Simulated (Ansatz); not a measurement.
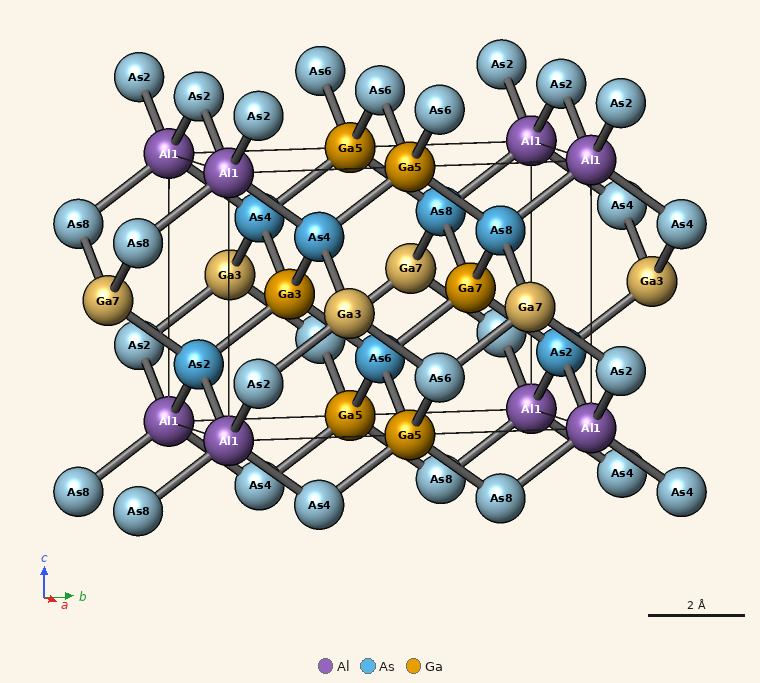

**Figure 1.** The structure (ball-and-stick view of the cell of the calculation, seen slightly off an axis; neighbours outside the cell are drawn fainter; atoms are numbered from 1 in the order of the input). An atom can appear more than once, as a periodic image.

## Run report: AlGa3As4, band-structure calculation

AlGa3As4 (Pmm2, 8 atoms in the cell), computed with DFT, PBE, plane waves, PAW, no spin polarisation (Ansatz 0.2.0).

The structure was built on a prototype by a generator; it need not be a known phase. The geometry comes from this level: r2SCAN. Figures and captions count atoms from 1; the log counts them from 0 in places.

**Input file**
```yaml
crystal:
  lattice:
    - [4.0125823665, 0.0, 0.0]
    - [0.0, 8.0207499128, 0.0]
    - [0.0, 0.0, 5.6643204785]
  atoms:
    - { symbol: Al, position: [0.0, 0.0, 0.000949348] }
    - { symbol: As, position: [0.5, 0.0, 0.2499443653] }
    - { symbol: Ga, position: [0.5, 0.2505425162, 0.500042202] }
    - { symbol: As, position: [0.0, 0.2498761077, 0.7502315702] }
    - { symbol: Ga, position: [0.0, 0.5, -0.0006974922] }
    - { symbol: As, position: [0.5, 0.5, 0.2492562344] }
    - { symbol: Ga, position: [0.5, 0.7494574838, 0.500042202] }
    - { symbol: As, position: [0.0, 0.7501238923, 0.7502315702] }
kpoints:
  mp_grid: { grid: [6, 4, 4] }
  band_path:
    path:
      - [[0.0, 0.0, 0.0], [0.5, 0.0, 0.0], [0.5, 0.5, 0.0], [0.0, 0.5, 0.0], [0.0, 0.0, 0.0], [0.0, 0.0, 0.5], [0.5, 0.0, 0.5], [0.5, 0.5, 0.5], [0.0, 0.5, 0.5], [0.0, 0.0, 0.5]]
      - [[0.5, 0.0, 0.0], [0.5, 0.0, 0.5]]
      - [[0.0, 0.5, 0.0], [0.0, 0.5, 0.5]]
      - [[0.5, 0.5, 0.0], [0.5, 0.5, 0.5]]
    npoints: 10
hamiltonian:
  xc: pbe
scf:
  occupations: { method: fermi_dirac, width: 0.02 }
  n_extra_bands: 6
output:
  forces: true
  stress: true
  eigenvalues: true
  write_density: true
  write_potential: true
  elf: true
  volumetric_format: npy
```

Launch command:
```bash
ansatz run input.yaml --threads 4 --pin off --max-ram 6451MiB --backend cpu --events-out ev --progress --plain --runs-dir out
```

**Log**
```
scf.n_extra_bands = 6 over 51 filled bands (N_el = 102.0): the run solves 57 bands
Engine: ansatz 0.2.0, x86_64-unknown-linux-gnu
Pseudopotentials: kind: paw
Pseudopotential: Al, paw, valence charge 3, recommended cutoff 420 eV (normal), Al.paw.azcp
Pseudopotential: As, paw, valence charge 15, recommended cutoff 420 eV (normal), As.paw.azcp
Pseudopotential: Ga, paw, valence charge 13, recommended cutoff 420 eV (normal), Ga.paw.azcp
Functional definition: PBE
  parameter kappa = 0.804
  parameter beta = 0.06672455060314922
  exchange = pbe_x(kappa = kappa, mu = beta*pi^2/3)
  correlation = pbe_c(beta = beta)
Crystal: 8 atoms, lattice volume = 182.300 Å³
Basis set: ecut = 420 eV, 3565 PW (Γ), exchange–correlation on 54×108×80 points (8 copies of the dense FFT grid, shifted against one another)
Bands: 57, of which v1, the nominal top of the filled ones, is band 51 counted from 1 (50 counted from 0)
Symmetry: 4 space group operations
Space group: Pmm2 (ITA 25), of the structure as read, at distance tolerance 5.7e-5 Å
k-points: 36 of 96 (time reversal used)
Non-local potential: Al, projectors of the file, l = 0: 2, l = 1: 2, l = 2: 1
Non-local potential: As, projectors of the file, l = 0: 2, l = 1: 2, l = 2: 3, l = 3: 1
Non-local potential: Ga, projectors of the file, l = 0: 2, l = 1: 2, l = 2: 3, l = 3: 1
PAW form: soft (Blöchl's): semilocal exchange-correlation on the pseudo side does not see the compensation charge
PAW one-centre angular grid: Al, 110 points (default); XC on 64 Gauss nodes
PAW one-centre angular grid: As, 590 points (default); XC on 64 Gauss nodes
PAW one-centre angular grid: Ga, 590 points (default); XC on 64 Gauss nodes
Initial density: superposition of atomic densities (neutral atoms: chi_scale 0, normalization atom), corrected by the library's trained network
Initial wavefunctions: pseudopotential atomic-orbital guess
Functional: x = pbe(κ = 0.804, μ = 0.2195149727645171), c = pbe(β = 0.06672455060314922)
SCF iter   1: F=—  HF=-31314.111958 eV  |F-HF|=—  |Δ(HF+E_count)|=         —  Δρ=1.70e-3  dr2=9.81e-3  ethr=1.77e-3  ⟨swp⟩=6.4  Hψ=7630  notcnv=0
preconditioner: auto → Resta (q_TF=auto, 2.477 Å⁻¹)  ε∞=3.9  [insulator: Δε(μ)=0.796 eV  Ē_g=12.722 eV  σ=0.020 eV  W_gap=1.00  n_scr=44 (ndim 8)  ℏωp=21.7 eV  f_vac=0.063  D(μ)=0.00/eV (n_scr^D=0)  ε∞_Penn≈3.9]
SCF iter   2: F=—  HF=-31314.106683 eV  |F-HF|=—  |Δ(HF+E_count)|=   5.27e-3  Δρ=9.68e-4  dr2=2.68e-3  ethr=9.62e-6  ⟨swp⟩=2.0  Hψ=3716  notcnv=0  defer=63
SCF iter   3: F=—  HF=-31314.106457 eV  |F-HF|=—  |Δ(HF+E_count)|=   2.26e-4  Δρ=5.07e-4  dr2=5.56e-4  ethr=2.62e-6  ⟨swp⟩=2.0  Hψ=3205  notcnv=0  defer=63
SCF iter   4: F=—  HF=-31314.106282 eV  |F-HF|=—  |Δ(HF+E_count)|=   1.75e-4  Δρ=1.91e-4  dr2=8.83e-5  ethr=5.45e-7  ⟨swp⟩=2.0  Hψ=3105  notcnv=0  defer=63
SCF iter   5: F=—  HF=-31314.106370 eV  |F-HF|=—  |Δ(HF+E_count)|=   8.80e-5  Δρ=6.37e-5  dr2=9.40e-6  ethr=8.65e-8  ⟨swp⟩=2.0  Hψ=3377  notcnv=0  defer=63
SCF iter   6: F=—  HF=-31314.106376 eV  |F-HF|=—  |Δ(HF+E_count)|=   5.80e-6  Δρ=1.91e-5  dr2=8.85e-7  ethr=9.22e-9  ⟨swp⟩=2.0  Hψ=3825  notcnv=0  defer=63
SCF iter   7: F=-31314.106376 eV  HF=-31314.106376 eV  |F-HF|=1.80e-7  |Δ(HF+E_count)|=   1.96e-7  Δρ=8.43e-6  dr2=9.16e-8  ethr=9.80e-11  ⟨swp⟩=10.3  Hψ=15417  notcnv=0
SCF 1 converged in 7 iterations: F = -31314.106376 eV  dr2 = 9.16e-8
  greatest PAW one-centre occupation: 0.999 electrons in one spin orbital (limit 2), on the As atom at site 5 (counted from 0), in its partial waves of l = 2
NSCF: frozen V_eff on 124 k-points
SCF converged after 7 iterations
Free energy (F): -31314.106376 eV
Harris-Foulkes:  -31314.106376 eV  (|F-HF|=1.80e-7)
Internal energy: -31314.106376 eV  (E = F + TS)
E sigma→0 (E₀):  -31314.106376 eV
Fermi energy:    8.037721 eV
--- Per-component energies (eV) ---
  E_band       = -1221.693067
  E_kinetic    = 784.385836
  E_local      = -14434.133225  (includes V_loc(G=0)·N_el)
  E_nonlocal   = -1396.996432
  E_hartree    = 7328.587024
  E_xc         = -564.081571
  E_vxc        = -520.359533  (∫ρ·V_xc dr)
  E_paw        = -13776.305769  (= ΣΔE_a)
  E_vpaw       = -311.781036  (= ΣTr[D̂ρ^β])
  E_aug_tail   = -0.000377  (compensation charges beyond the density's cutoff)
  E_ewald      = -9255.561863
  E_smearing   = -0.000000  (= −TS)
  E_closure    = -0.000000  (closes the sum)
  Σ components = -31314.106376   (vs F -31314.106376, Δ=0.00e0)
--- Forces (eV/Å), atoms counted from 1 ---
  atom   1  Al     0.00000000     0.00000000    -0.00734585
  atom   2  As     0.00000000     0.00000000    -0.05523392
  atom   3  Ga     0.00000000    -0.00524930     0.00169157
  atom   4  As     0.00000000    -0.04952499     0.02685241
  atom   5  Ga     0.00000000     0.00000000     0.00870661
  atom   6  As     0.00000000     0.00000000    -0.00320796
  atom   7  Ga     0.00000000     0.00524930     0.00169157
  atom   8  As     0.00000000     0.04952499     0.02685241
  max |Σ_I F_I| component: 6.84e-6 eV/Å
--- Stress (GPa, compression-positive) ---
        2.558852       0.000000       0.000000
        0.000000       2.531728       0.000000
        0.000000       0.000000       2.511253
  P = ⅓ Tr σ = 2.5339 GPa (25.339 kbar)
--- Band table (eV; the first three rows and the last of 36) ---
  k-point 0: bands = ["-27.3865", "-27.3852", "-27.3847", "-27.3773", "-27.3756", "-27.3170", "-27.3166", "-27.3162", "-27.3162", "-27.2945", "-27.2941", "-27.2941", "-27.2931", "-27.2925", "-27.2922", "-27.2431", "-27.2411", "-27.2192", "-27.2167", "-27.2096", "-7.1329", "-7.0903", "-7.0848", "-7.0332", "-7.0314", "-7.0259", "-7.0198", "-7.0045", "-6.9973", "-6.9855", "-6.9699", "-6.9698", "-6.9637", "-6.9605", "-6.9526", "-4.8397", "-3.3372", "-3.2306", "-2.4928", "1.1435", "2.0912", "2.5442", "4.4215", "4.4281", "5.0946", "5.1029", "6.4708", "6.5070", "7.6149", "7.6244", "7.6251", "8.4302", "9.1079", "9.4435", "10.4409", "10.6395", "11.4950"]
  k-point 1: bands = ["-27.3865", "-27.3852", "-27.3847", "-27.3773", "-27.3756", "-27.3170", "-27.3166", "-27.3162", "-27.3162", "-27.2945", "-27.2941", "-27.2941", "-27.2931", "-27.2925", "-27.2922", "-27.2431", "-27.2411", "-27.2192", "-27.2167", "-27.2096", "-7.1263", "-7.0950", "-7.0845", "-7.0354", "-7.0292", "-7.0289", "-7.0211", "-7.0099", "-7.0036", "-6.9833", "-6.9683", "-6.9680", "-6.9627", "-6.9612", "-6.9524", "-4.6097", "-3.2846", "-3.2021", "-3.0185", "1.5441", "1.6838", "2.2106", "5.3382", "5.3405", "5.4153", "5.4274", "5.8654", "6.4992", "6.5506", "7.0204", "7.0243", "9.1505", "9.7762", "9.8100", "10.0098", "10.5007", "10.8647"]
  k-point 2: bands = ["-27.3865", "-27.3852", "-27.3847", "-27.3773", "-27.3756", "-27.3170", "-27.3166", "-27.3162", "-27.3162", "-27.2945", "-27.2941", "-27.2941", "-27.2931", "-27.2925", "-27.2922", "-27.2431", "-27.2410", "-27.2192", "-27.2167", "-27.2096", "-7.1144", "-7.1046", "-7.0841", "-7.0448", "-7.0226", "-7.0224", "-7.0217", "-7.0188", "-7.0130", "-6.9808", "-6.9669", "-6.9664", "-6.9625", "-6.9618", "-6.9522", "-4.0250", "-3.8930", "-3.2289", "-3.1051", "1.1560", "1.4223", "3.5692", "4.0136", "5.9741", "5.9883", "6.0884", "6.0944", "6.5546", "6.5615", "6.5962", "6.6074", "8.6567", "9.0096", "9.6474", "9.9491", "11.0007", "11.0551"]
  k-point 35: bands = ["-27.3865", "-27.3851", "-27.3843", "-27.3767", "-27.3759", "-27.3166", "-27.3166", "-27.3159", "-27.3158", "-27.2939", "-27.2938", "-27.2936", "-27.2935", "-27.2927", "-27.2927", "-27.2431", "-27.2408", "-27.2195", "-27.2171", "-27.2083", "-7.1250", "-7.1118", "-7.0967", "-7.0653", "-7.0149", "-7.0137", "-7.0120", "-7.0106", "-7.0041", "-6.9755", "-6.9731", "-6.9684", "-6.9658", "-6.9616", "-6.9538", "-2.9333", "-2.8861", "-2.8577", "-2.7667", "1.2931", "1.2980", "1.3042", "2.0585", "4.5087", "4.5157", "4.5382", "4.7063", "5.7769", "5.7874", "5.8426", "5.8526", "10.5700", "10.7318", "10.7528", "11.2449", "11.7020", "11.7346"]
```

**File rho_z.tsv**
```
# z_ang	rho[e/angstrom^3]
# format = ansatz-planar-average/11
# lattice	4.012582367	0.000000000	0.000000000
# lattice	0.000000000	8.020749913	0.000000000
# lattice	0.000000000	0.000000000	5.664320478
# sites	8
# site	13	0.000000000	0.000000000	0.005377411
# site	33	2.006291183	0.000000000	1.415764987
# site	31	2.006291183	2.009538865	2.832399285
# site	33	0.000000000	2.004193769	4.249552047
# site	31	0.000000000	4.010374956	-0.003950819
# site	33	2.006291183	4.010374956	1.411867193
# site	31	2.006291183	6.011211048	2.832399285
# site	33	0.000000000	6.016556144	4.249552047
0.000000	6.304469e-1
0.141608	5.379531e-1
0.283216	3.703870e-1
0.424824	2.602153e-1
0.566432	2.269155e-1
0.708040	2.438295e-1
0.849648	3.145799e-1
0.991256	4.744035e-1
1.132864	7.341813e-1
1.274472	1.006132e0
1.416080	1.123688e0
1.557688	9.993113e-1
1.699296	7.261370e-1
1.840904	4.712377e-1
1.982512	3.203630e-1
2.124120	2.635214e-1
2.265728	2.732100e-1
2.407336	3.697150e-1
2.548944	6.134060e-1
2.690552	9.602728e-1
2.832160	1.140729e0
2.973768	9.614325e-1
3.115376	6.146483e-1
3.256984	3.704769e-1
3.398592	2.736705e-1
3.540200	2.640007e-1
3.681808	3.211977e-1
3.823416	4.727171e-1
3.965024	7.281168e-1
4.106632	1.000843e0
4.248240	1.123696e0
4.389848	1.004588e0
4.531456	7.321969e-1
4.673064	4.730406e-1
4.814672	3.141770e-1
4.956280	2.443512e-1
5.097888	2.288395e-1
5.239496	2.652414e-1
5.381104	3.797570e-1
5.522712	5.470606e-1
```

**File v_z.tsv**
```
# z_ang	v_es[eV]	v_tot[eV]
# format = ansatz-planar-average/11
# xc	pbe
# density_cutoff_ev	1680
# datasets	Al=:simpson_from_first_knot:soft	As=:simpson_from_first_knot:soft	Ga=:simpson_from_first_knot:soft
# lattice	4.012582367	0.000000000	0.000000000
# lattice	0.000000000	8.020749913	0.000000000
# lattice	0.000000000	0.000000000	5.664320478
# sites	8
# site	13	0.000000000	0.000000000	0.005377411
# site	33	2.006291183	0.000000000	1.415764987
# site	31	2.006291183	2.009538865	2.832399285
# site	33	0.000000000	2.004193769	4.249552047
# site	31	0.000000000	4.010374956	-0.003950819
# site	33	2.006291183	4.010374956	1.411867193
# site	31	2.006291183	6.011211048	2.832399285
# site	33	0.000000000	6.016556144	4.249552047
0.000000	5.724732e0	-3.256089e0
0.141608	5.710062e0	-3.259973e0
0.283216	5.667176e0	-3.269316e0
0.424824	5.529773e0	-3.356472e0
0.566432	5.281662e0	-3.573504e0
0.708040	5.195399e0	-3.713395e0
0.849648	5.505641e0	-3.556404e0
0.991256	6.097521e0	-3.152534e0
1.132864	6.732449e0	-2.679365e0
1.274472	7.232232e0	-2.281859e0
1.416080	7.430306e0	-2.116514e0
1.557688	7.256360e0	-2.258556e0
1.699296	6.783859e0	-2.633696e0
1.840904	6.178946e0	-3.096956e0
1.982512	5.594660e0	-3.544048e0
2.124120	5.259194e0	-3.809581e0
2.265728	5.278814e0	-3.807842e0
2.407336	5.402992e0	-3.747269e0
2.548944	5.397744e0	-3.818146e0
2.690552	5.337788e0	-3.922752e0
2.832160	5.316594e0	-3.959523e0
2.973768	5.336012e0	-3.926059e0
3.115376	5.393950e0	-3.824890e0
3.256984	5.396203e0	-3.758238e0
3.398592	5.269564e0	-3.821915e0
3.540200	5.250584e0	-3.822914e0
3.681808	5.589629e0	-3.553468e0
3.823416	6.178324e0	-3.101127e0
3.965024	6.786244e0	-2.633464e0
4.106632	7.259954e0	-2.255589e0
4.248240	7.434250e0	-2.111836e0
4.389848	7.236538e0	-2.275564e0
4.531456	6.738458e0	-2.670670e0
4.673064	6.106656e0	-3.141005e0
4.814672	5.518057e0	-3.543702e0
4.956280	5.209696e0	-3.699710e0
5.097888	5.292464e0	-3.560252e0
5.239496	5.533313e0	-3.348681e0
5.381104	5.666144e0	-3.267233e0
5.522712	5.708870e0	-3.259626e0
```

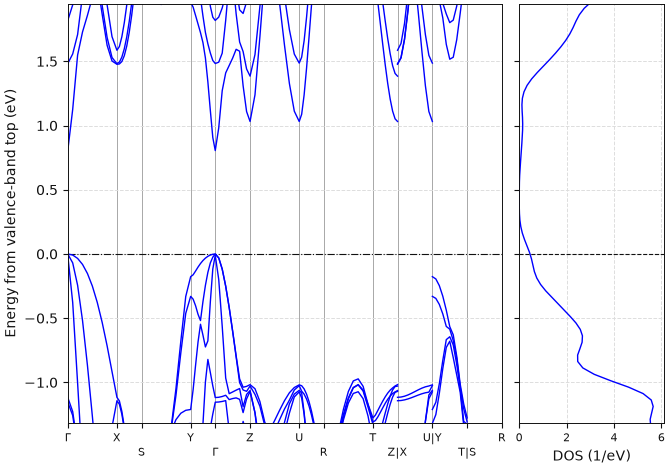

**Figure 2.** Band structure along Γ–X–S–Y–Γ–Z–U–R–T–Z|X–U|Y–T|S–R and density of states (the curve is built from the levels of the k mesh with Gaussians 0.3 eV wide, which also blur the band edges), with energies from the valence-band top. There is a gap of 0.81 eV on this path, direct, at Γ.

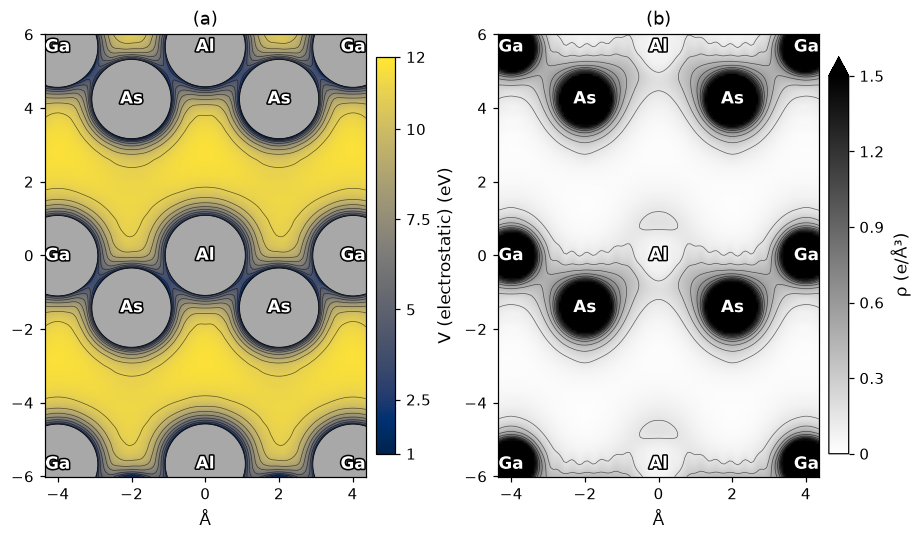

**Figure 3.** (a) electrostatic potential (local pseudopotential plus Hartree) felt by an electron; (b) valence charge density (pseudo) on the (100) plane of the conventional cell. Grey discs, where drawn, cover atomic cores. Atoms in the plane: Al, As and Ga. Al–As (2.46 Å): the density is about 0.48 e/Å³ at the midpoint. Ga–As (2.45 Å): the density is about 0.49 e/Å³ at the midpoint. Away from the nuclei the density in this plane falls to 0.02 e/Å³ at its lowest. Outside the cores the potential energy rises away from the atoms and is highest about 2.4 Å from the nearest atoms; outside the discs it spans about 10 eV, and its zero is arbitrary. Core electrons are frozen (PAW), so the fields are smoothed inside the atomic spheres.

**Results in brief**

```tsv
quantity	value
outcome	converged
space group (tolerance 0.01 Å)	Pmm2 (25)
electrons treated	102
free energy	−31314.1064 eV
Fermi energy	8.038 eV
gap on the k-point mesh	0.81 eV
pressure	2.53 GPa
largest force (length of the vector)	0.056 eV/Å
hardware	4 threads of Intel Xeon @ 2.50GHz (Skylake/Cascade Lake), 189 GiB of memory available, shared host
wall time	42 s (CPU time 2.6 min)
peak memory	1.1 GiB
```
